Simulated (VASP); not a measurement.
MoS₂: geometry relaxation (part 1 of 3)

MoS₂ (6 atoms in the cell), computed with Kohn-Sham DFT of a periodic cell, PBE with D3(BJ), VASP PAW PBE potentials, recommended, no spin polarisation (VASP 6.6.1).

The structure derives from an entry of the Crystallography Open Database.

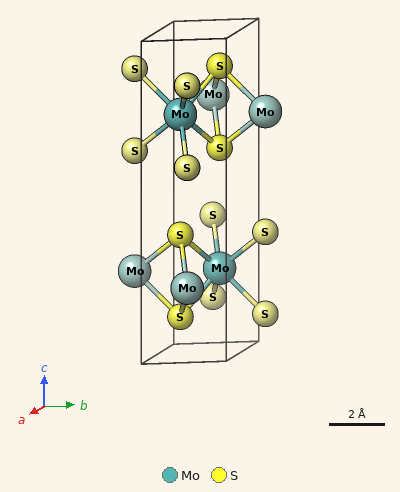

*The structure as given in the input (ball-and-stick view of the cell of the calculation, seen slightly off an axis; neighbours outside the cell are drawn fainter).*

Near neighbours in the crystal (not all of them lie inside the picture): Mo has 6 S at 2.41 Å; S has 3 Mo at 2.41 Å.

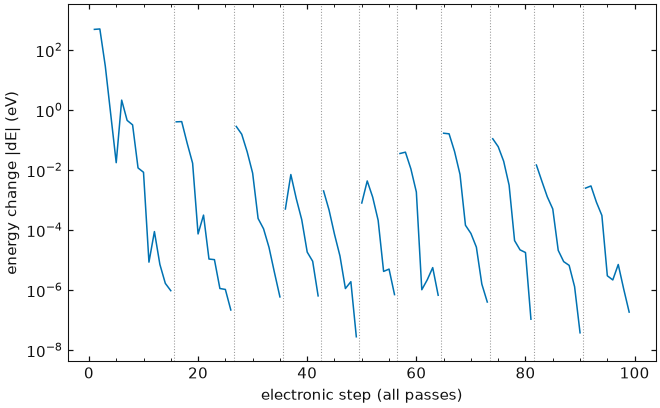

*Convergence of the self-consistent field: energy change |dE| against the electronic step. Each stretch between dotted lines is the SCF of one geometry step of a relaxation.*

The 11 ionic steps take 7 to 15 electronic steps each. The density is held fixed in the first few steps, and dE rises again when its update begins.

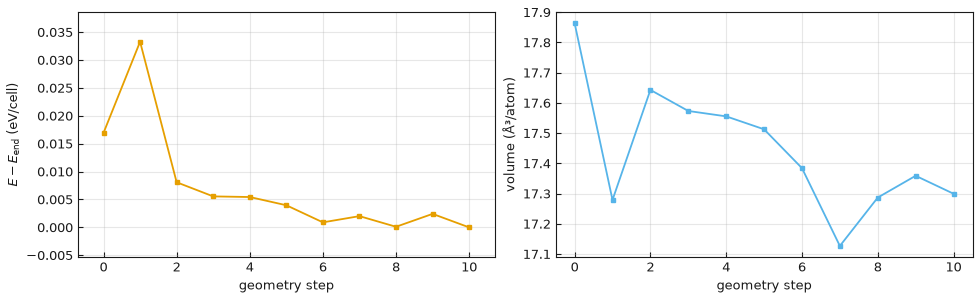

*Progress of the relaxation, step by step (steps are counted from 0).*

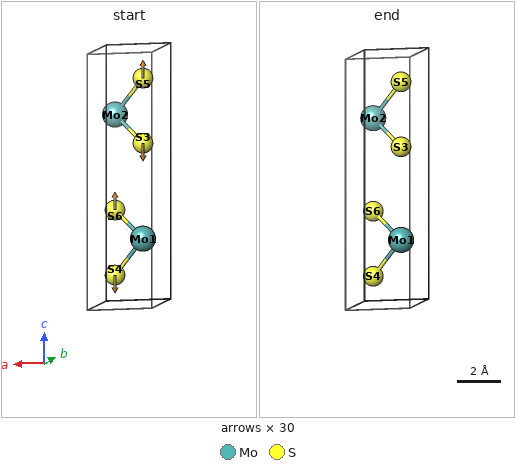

*Before (left) and after (right) the relaxation, at one scale (ball-and-stick view of the cell of the calculation, seen at an oblique angle). The orange arrows give the displacements (without the part carried along by the change of the cell), magnified 30 times.*

Over 10 geometry steps the energy falls by 16.9 meV per cell of the calculation. The largest force component goes from 0.075 to 0.0015 eV/Å. The largest moves relative to the cell, 0.030 Å, are those of S3, S4, S5 and S6. Mo stays in place. The volume changes by −3.2 %, with a = b 3.169 → 3.149 Å (−0.6 %), c 12.324 → 12.089 Å (−1.9 %). Among the contacts that change: Mo1–S4 2.408 → 2.399 Å. The space group stays P6_3/mmc (No. 194). (Atoms are counted from 1 in the order of the input.)

These pictures come from the run below.

INCAR:
```
SYSTEM = MoS2
ALGO = Normal
EDIFF = 1E-6
EDIFFG = -0.01
ENCUT = 600
GGA = PE
IBRION = 2
ISIF = 3
ISMEAR = 0
IVDW = 12
KPAR = 2
LASPH = .True.
LCHARG = .False.
LREAL = .False.
LWAVE = .False.
NELM = 80
NSW = 90
PREC = Accurate
SIGMA = 0.03
```

KPOINTS:
```
k-points
0
Gamma
  12 12 3
  0 0 0
```

POSCAR:
```
MoS2
1.0
    3.1690000000      0.0000000000      0.0000000000
   -1.5845000000      2.7444345046      0.0000000000
    0.0000000000      0.0000000000     12.3240000000
Mo S
2 4
Direct
    0.3333333333      0.6666666667      0.2500000000
    0.6666666667      0.3333333333      0.7500000000
    0.3333333333      0.6666666667      0.6230000000
    0.6666666667      0.3333333333      0.1230000000
    0.3333333333      0.6666666667      0.8770000000
    0.6666666667      0.3333333333      0.3770000000
```

Command:
```bash
cat potpaw_PBE.64/Mo_sv/POTCAR potpaw_PBE.64/S/POTCAR > POTCAR
mpirun -np 2 vasp_std > vasp.out
```

OSZICAR:
```
N       E                     dE             d eps       ncg     rms          rms(c)
DAV:   1     0.496259324228E+03    0.49626E+03   -0.31962E+04  2628   0.178E+03
DAV:   2    -0.163375580850E+02   -0.51260E+03   -0.50147E+03  2865   0.424E+02
DAV:   3    -0.458352531801E+02   -0.29498E+02   -0.29002E+02  3031   0.858E+01
DAV:   4    -0.465538613495E+02   -0.71861E+00   -0.71684E+00  2876   0.131E+01
DAV:   5    -0.465717307790E+02   -0.17869E-01   -0.17863E-01  3017   0.204E+00    0.339E+01
DAV:   6    -0.443968406112E+02    0.21749E+01   -0.23678E+01  2616   0.255E+01    0.133E+01
DAV:   7    -0.439378640077E+02    0.45898E+00   -0.10209E+01  2644   0.161E+01    0.806E+00
DAV:   8    -0.436122592441E+02    0.32560E+00   -0.15605E+00  3112   0.687E+00    0.291E+00
DAV:   9    -0.436241994008E+02   -0.11940E-01   -0.15619E-01  3237   0.191E+00    0.133E+00
DAV:  10    -0.436156399656E+02    0.85594E-02   -0.70117E-02  2881   0.145E+00    0.324E-01
DAV:  11    -0.436156485978E+02   -0.86322E-05   -0.28016E-03  2938   0.304E-01    0.191E-01
DAV:  12    -0.436155583230E+02    0.90275E-04   -0.54956E-04  3050   0.120E-01    0.750E-02
DAV:  13    -0.436155656009E+02   -0.72779E-05   -0.18079E-04  3203   0.713E-02    0.121E-02
DAV:  14    -0.436155672945E+02   -0.16936E-05   -0.15672E-05  2738   0.226E-02    0.148E-02
DAV:  15    -0.436155682598E+02   -0.96531E-06   -0.25205E-06  2519   0.873E-03
   1 F= -.46156150E+02 E0= -.46156150E+02  d E =-.461562E+02
       N       E                     dE             d eps       ncg     rms          rms(c)
DAV:   1    -0.440266890881E+02   -0.41112E+00   -0.13464E+01  2454   0.294E+01    0.917E+00
DAV:   2    -0.436083402938E+02    0.41835E+00   -0.25151E+00  2585   0.107E+01    0.230E+00
DAV:   3    -0.435285296404E+02    0.79811E-01   -0.52458E-01  2673   0.323E+00    0.123E+00
DAV:   4    -0.435113692298E+02    0.17160E-01   -0.83109E-02  2634   0.184E+00    0.524E-01
DAV:   5    -0.435112939622E+02    0.75268E-04   -0.14504E-02  3048   0.708E-01    0.612E-01
DAV:   6    -0.435109744290E+02    0.31953E-03   -0.46724E-03  2744   0.328E-01    0.163E-01
DAV:   7    -0.435109853948E+02   -0.10966E-04   -0.90930E-04  2812   0.197E-01    0.512E-02
DAV:   8    -0.435109749348E+02    0.10460E-04   -0.44608E-05  2810   0.424E-02    0.319E-02
DAV:   9    -0.435109760764E+02   -0.11416E-05   -0.50753E-06  2430   0.133E-02    0.964E-03
DAV:  10    -0.435109750124E+02    0.10640E-05   -0.29204E-06  2340   0.841E-03    0.290E-03
DAV:  11    -0.435109747930E+02    0.21946E-06   -0.26505E-07  1794   0.325E-03
   2 F= -.46139807E+02 E0= -.46139807E+02  d E =0.163435E-01
       N       E                     dE             d eps       ncg     rms          rms(c)
DAV:   1    -0.437995446259E+02   -0.28857E+00   -0.53320E+00  2426   0.187E+01    0.523E+00
DAV:   2    -0.436412372133E+02    0.15831E+00   -0.12172E+00  2603   0.723E+00    0.159E+00
DAV:   3    -0.436002060312E+02    0.41031E-01   -0.30136E-01  2646   0.242E+00    0.952E-01
DAV:   4    -0.435921920983E+02    0.80139E-02   -0.37364E-02  2498   0.122E+00    0.254E-01
DAV:   5    -0.435919452901E+02    0.24681E-03   -0.83134E-03  2926   0.494E-01    0.312E-01
DAV:   6    -0.435918335259E+02    0.11176E-03   -0.12974E-03  2845   0.184E-01    0.947E-02
DAV:   7    -0.435918067212E+02    0.26805E-04   -0.23320E-04  2657   0.988E-02    0.583E-02
DAV:   8    -0.435918028443E+02    0.38770E-05   -0.24332E-05  2822   0.262E-02    0.145E-02
DAV:   9    -0.435918034440E+02   -0.59971E-06   -0.70972E-06  2381   0.138E-02
   3 F= -.46165000E+02 E0= -.46165000E+02  d E =-.884950E-02
       N       E                     dE             d eps       ncg     rms          rms(c)
DAV:   1    -0.435923131586E+02   -0.51031E-03   -0.38279E-01  2548   0.431E+00    0.782E-01
DAV:   2    -0.435851253490E+02    0.71878E-02   -0.33577E-02  2510   0.124E+00    0.292E-01
DAV:   3    -0.435840018174E+02    0.11235E-02   -0.28667E-03  2989   0.285E-01    0.154E-01
DAV:   4    -0.435837781238E+02    0.22369E-03   -0.11140E-03  2704   0.211E-01    0.140E-01
DAV:   5    -0.435837594292E+02    0.18695E-04   -0.16252E-04  2976   0.657E-02    0.518E-02
DAV:   6    -0.435837686718E+02   -0.92426E-05   -0.20681E-05  2699   0.215E-02    0.129E-02
DAV:   7    -0.435837680235E+02    0.64830E-06   -0.84285E-06  2647   0.173E-02
   4 F= -.46167534E+02 E0= -.46167534E+02  d E =-.253403E-02
       N       E                     dE             d eps       ncg     rms          rms(c)
DAV:   1    -0.435817245823E+02    0.20441E-02   -0.25224E-02  2548   0.111E+00    0.198E-01
DAV:   2    -0.435812496268E+02    0.47496E-03   -0.22031E-03  2558   0.319E-01    0.740E-02
DAV:   3    -0.435811761992E+02    0.73428E-04   -0.18712E-04  2988   0.730E-02    0.395E-02
DAV:   4    -0.435811622815E+02    0.13918E-04   -0.72103E-05  2737   0.537E-02    0.356E-02
DAV:   5    -0.435811634196E+02   -0.11380E-05   -0.10033E-05  2667   0.165E-02    0.133E-02
DAV:   6    -0.435811653479E+02   -0.19283E-05   -0.13335E-06  1543   0.701E-03    0.258E-03
DAV:   7    -0.435811653198E+02    0.28089E-07   -0.53972E-07  1493   0.565E-03
   5 F= -.46167646E+02 E0= -.46167646E+02  d E =-.264671E-02
       N       E                     dE             d eps       ncg     rms          rms(c)
DAV:   1    -0.435819731595E+02   -0.80781E-03   -0.25211E-01  2364   0.323E+00    0.633E-01
DAV:   2    -0.435775751452E+02    0.43980E-02   -0.45487E-02  2604   0.130E+00    0.430E-01
DAV:   3    -0.435763092771E+02    0.12659E-02   -0.47626E-03  2498   0.354E-01    0.129E-01
DAV:   4    -0.435760954165E+02    0.21386E-03   -0.11985E-03  2583   0.170E-01    0.744E-02
DAV:   5    -0.435760996609E+02   -0.42444E-05   -0.71954E-05  2971   0.539E-02    0.535E-02
DAV:   6    -0.435761047303E+02   -0.50694E-05   -0.25919E-05  2918   0.270E-02    0.127E-02
DAV:   7    -0.435761054455E+02   -0.71522E-06   -0.77853E-06  2382   0.146E-02
   6 F= -.46169122E+02 E0= -.46169122E+02  d E =-.147519E-02
       N       E                     dE             d eps       ncg     rms          rms(c)
DAV:   1    -0.436122675076E+02   -0.36163E-01   -0.22808E+00  2364   0.971E+00    0.188E+00
DAV:   2    -0.435722355123E+02    0.40032E-01   -0.40385E-01  2596   0.386E+00    0.128E+00
DAV:   3    -0.435611580457E+02    0.11077E-01   -0.41898E-02  2492   0.105E+00    0.382E-01
DAV:   4    -0.435592709052E+02    0.18871E-02   -0.10116E-02  2565   0.502E-01    0.225E-01
DAV:   5    -0.435592719449E+02   -0.10396E-05   -0.63667E-04  2960   0.163E-01    0.159E-01
DAV:   6    -0.435592741730E+02   -0.22281E-05   -0.24457E-04  2913   0.812E-02    0.337E-02
DAV:   7    -0.435592684928E+02    0.56803E-05   -0.69993E-05  2722   0.442E-02    0.874E-03
DAV:   8    -0.435592678109E+02    0.68183E-06   -0.49226E-06  2598   0.104E-02
   7 F= -.46172188E+02 E0= -.46172188E+02  d E =-.454139E-02
       N       E                     dE             d eps       ncg     rms          rms(c)
DAV:   1    -0.437306666224E+02   -0.17140E+00   -0.92368E+00  2364   0.195E+01    0.375E+00
DAV:   2    -0.435669390486E+02    0.16373E+00   -0.15897E+00  2602   0.766E+00    0.256E+00
DAV:   3    -0.435245290538E+02    0.42410E-01   -0.16307E-01  2506   0.208E+00    0.752E-01
DAV:   4    -0.435172476516E+02    0.72814E-02   -0.36758E-02  2598   0.975E-01    0.451E-01
DAV:   5    -0.435171010525E+02    0.14660E-03   -0.26537E-03  2838   0.339E-01    0.319E-01
DAV:   6    -0.435170227782E+02    0.78274E-04   -0.10866E-03  2942   0.165E-01    0.591E-02
DAV:   7    -0.435169954292E+02    0.27349E-04   -0.26380E-04  2671   0.873E-02    0.159E-02
DAV:   8    -0.435169938262E+02    0.16030E-05   -0.21864E-05  2816   0.225E-02    0.105E-02
DAV:   9    -0.435169942306E+02   -0.40439E-06   -0.29592E-06  2202   0.947E-03
   8 F= -.46171073E+02 E0= -.46171073E+02  d E =-.342638E-02
       N       E                     dE             d eps       ncg     rms          rms(c)
DAV:   1    -0.436290957287E+02   -0.11210E+00   -0.35942E+00  2364   0.123E+01    0.247E+00
DAV:   2    -0.435679674075E+02    0.61128E-01   -0.68685E-01  2641   0.508E+00    0.169E+00
DAV:   3    -0.435479623601E+02    0.20005E-01   -0.75381E-02  2468   0.140E+00    0.506E-01
DAV:   4    -0.435447914721E+02    0.31709E-02   -0.19747E-02  2604   0.667E-01    0.297E-01
DAV:   5    -0.435447462440E+02    0.45228E-04   -0.11756E-03  2988   0.215E-01    0.213E-01
DAV:   6    -0.435447240359E+02    0.22208E-04   -0.28746E-04  2878   0.927E-02    0.714E-02
DAV:   7    -0.435447059530E+02    0.18083E-04   -0.90077E-05  2790   0.487E-02    0.155E-02
DAV:   8    -0.435447060612E+02   -0.10823E-06   -0.78853E-06  2808   0.130E-02
   9 F= -.46172981E+02 E0= -.46172981E+02  d E =-.533473E-02
       N       E                     dE             d eps       ncg     rms          rms(c)
DAV:   1    -0.435596285317E+02   -0.14923E-01   -0.42213E-01  2356   0.451E+00    0.133E+00
DAV:   2    -0.435553017947E+02    0.43267E-02   -0.44594E-02  2704   0.133E+00    0.311E-01
DAV:   3    -0.435540055837E+02    0.12962E-02   -0.12879E-02  2720   0.491E-01    0.284E-01
DAV:   4    -0.435534935047E+02    0.51208E-03   -0.22627E-03  2710   0.285E-01    0.712E-02
DAV:   5    -0.435534721659E+02    0.21339E-04   -0.48921E-04  3043   0.125E-01    0.549E-02
DAV:   6    -0.435534631722E+02    0.89937E-05   -0.33932E-05  2869   0.354E-02    0.293E-02
DAV:   7    -0.435534564244E+02    0.67479E-05   -0.10738E-05  2395   0.175E-02    0.128E-02
DAV:   8    -0.435534551105E+02    0.13139E-05   -0.65603E-07  1689   0.582E-03    0.608E-03
DAV:   9    -0.435534551486E+02   -0.38076E-07   -0.26061E-07  1409   0.304E-03
  10 F= -.46170668E+02 E0= -.46170668E+02  d E =0.231321E-02
       N       E                     dE             d eps       ncg     rms          rms(c)
DAV:   1    -0.435509212184E+02    0.25339E-02   -0.28708E-01  2363   0.371E+00    0.112E+00
DAV:   2    -0.435479249203E+02    0.29963E-02   -0.29770E-02  2704   0.109E+00    0.243E-01
DAV:   3    -0.435470636225E+02    0.86130E-03   -0.81207E-03  2743   0.393E-01    0.228E-01
DAV:   4    -0.435467524616E+02    0.31116E-03   -0.13920E-03  2704   0.223E-01    0.587E-02
DAV:   5    -0.435467494289E+02    0.30327E-05   -0.31145E-04  3079   0.102E-01    0.476E-02
DAV:   6    -0.435467516319E+02   -0.22030E-05   -0.20092E-05  2842   0.273E-02    0.264E-02
DAV:   7    -0.435467588457E+02   -0.72137E-05   -0.73117E-06  2367   0.150E-02    0.113E-02
DAV:   8    -0.435467599393E+02   -0.10936E-05   -0.53262E-07  1535   0.530E-03    0.435E-03
DAV:   9    -0.435467597526E+02    0.18671E-06   -0.17223E-07  1381   0.261E-03
  11 F= -.46173090E+02 E0= -.46173090E+02  d E =-.108448E-03
```

Parts of OUTCAR:
```
SYSTEM = MoS2
   EDIFF = 1E-6
   EDIFFG = -0.01
   ENCUT = 600
   GGA = PE
   IBRION = 2
   ISIF = 3
   ISMEAR = 0
   IVDW = 12
   LASPH = .True.
   LREAL = .False.
   NELM = 80
   NSW = 90
   PREC = Accurate
 IVDW          = 12
 VDW_S6        =  1.00000000  s6, scaling of the dipole-dipole dispersion
 VDW_S8        =  0.78750002  s8, scaling of the dipole-quadrupole dispersion
 VDW_A1        =  0.42890000  a1, scaling of the critical radii
 VDW_A2        =  4.44070005  a2, offset of the critical radii
 VDW_RADIUS    = 50.20216178  two-body interaction cutoff (in Angstroms)
 VDW_CNRADIUS  = 21.16708996  CN, coordination number cutoff (in Angstroms)

 ion  position               nearest neighbor table
   1  0.333  0.667  0.250-   4 2.41   6 2.41   4 2.41   6 2.41   4 2.41   6 2.41
   2  0.667  0.333  0.750-   3 2.41   5 2.41   3 2.41   5 2.41   3 2.41   5 2.41
   3  0.333  0.667  0.623-   2 2.41   2 2.41   2 2.41
   4  0.667  0.333  0.123-   1 2.41   1 2.41   1 2.41
   5  0.333  0.667  0.877-   2 2.41   2 2.41   2 2.41
   6  0.667  0.333  0.377-   1 2.41   1 2.41   1 2.41

  LATTYP: Found a hexagonal cell.
 ALAT       =     3.1690000000
 C/A-ratio  =     3.8889239508

  Lattice vectors:

 A1 = (   3.1690000000,   0.0000000000,   0.0000000000)
 A2 = (  -1.5845000000,   2.7444345046,   0.0000000000)
 A3 = (   0.0000000000,   0.0000000000,  12.3240000000)

Analysis of symmetry for initial positions (statically):
=====================================================================
 Subroutine PRICEL returns:
 Original cell was already a primitive cell.

 Routine SETGRP: Setting up the symmetry group for a
 hexagonal supercell.

 Subroutine GETGRP returns: Found 24 space group operations
 (whereof 12 operations were pure point group operations)
 out of a pool of 24 trial point group operations.

The static configuration has the point symmetry D_3d.
 The point group associated with its full space group is D_6h.

Analysis of symmetry for dynamics (positions and initial velocities):
=====================================================================
 Subroutine PRICEL returns:
 Original cell was already a primitive cell.

 Routine SETGRP: Setting up the symmetry group for a
 hexagonal supercell.

 Subroutine GETGRP returns: Found 24 space group operations
 (whereof 12 operations were pure point group operations)
 out of a pool of 24 trial point group operations.

The dynamic configuration has the point symmetry D_3d.
 The point group associated with its full space group is D_6h.

 Subroutine INISYM returns: Found 24 space group operations
 (whereof 12 operations are pure point group operations),
 and found     1 'primitive' translations

----------------------------------------------------------------------------------------

                                     Primitive cell

  volume of cell :     107.1832

  direct lattice vectors                    reciprocal lattice vectors
     3.169000000  0.000000000  0.000000000     0.315556958  0.182186895  0.000000000
    -1.584500000  2.744434505  0.000000000     0.000000000  0.364373789  0.000000000
     0.000000000  0.000000000 12.324000000     0.000000000  0.000000000  0.081142486

  length of vectors
     3.169000000  3.169000000 12.324000000     0.364373789  0.364373789  0.081142486

  position of ions in fractional coordinates (direct lattice)
     0.333333333  0.666666667  0.250000000
     0.666666667  0.333333333  0.750000000
     0.333333333  0.666666667  0.623000000
     0.666666667  0.333333333  0.123000000
     0.333333333  0.666666667  0.877000000
     0.666666667  0.333333333  0.377000000

  ion indices of the primitive-cell ions
   primitive index   ion index
                 1           1
                 2           2
                 3           3
                 4           4
                 5           5
                 6           6

----------------------------------------------------------------------------------------

 KPOINTS: k-points
```
